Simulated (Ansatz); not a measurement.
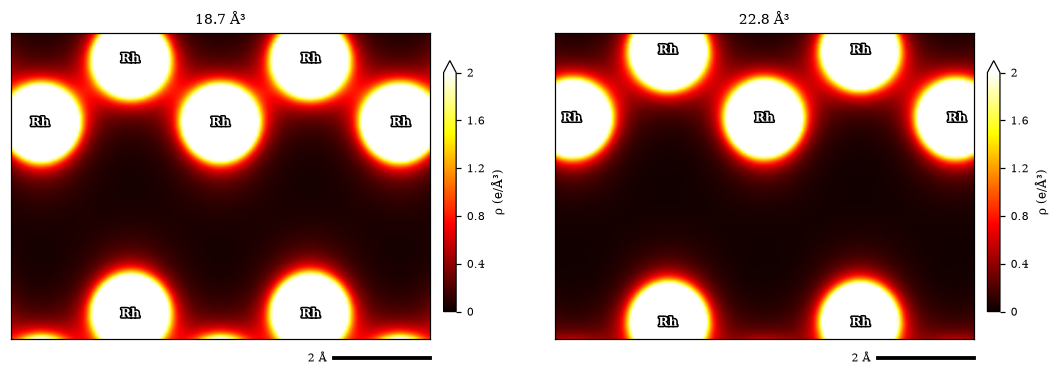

Rh. The valence charge density (pseudo) of cells scaled evenly to different volumes (given per atom above each panel), on the (101̄) plane of each (indices in the axes of the cell below), at one length scale and on one colour scale.

A generated structure, not necessarily the stable one; the program warned that a starting moment wasn't kept; spin-polarised, but the moments vanished.

The calculation used DFT, m-r2SCAN, plane waves (500 eV) with PAW, scalar-relativistic in Ansatz.

In a PAW calculation such maps are meaningful between the atoms, not at the nuclei.

The largest cell:

```
CELL_PARAMETERS angstrom
0.00000 2.83629 2.83629
2.83629 0.00000 2.83629
2.83629 2.83629 0.00000
ATOMIC_POSITIONS crystal
Rh 0.12500 0.12500 0.12500
Rh 0.87500 0.87500 0.87500
```

| volume (Å³/atom) | Rh–Rh contact in the plane (Å) | ρ at its midpoint (e/Å³) | pressure (GPa) | 
| --- | --- | --- | --- |
| 18.74 | 2.300 | 0.792 | 14.7 | 
| 21.19 | 2.396 | ? | ? | 
| 22.82 | 2.456 | 0.588 | −12.4 | 

Q: What values belong in the row with question marks?

A: Over the known rows ln ρ falls by 1.91 per Å of Rh–Rh distance (the line through the two), which gives 0.659 e/Å³ at 2.396 Å; the calculation gives 0.660 e/Å³. For the pressure, a straight line in volume between the neighbouring rows gives −1.6 GPa; the calculation gives −5.3, lower because pressure rises ever faster on compression.
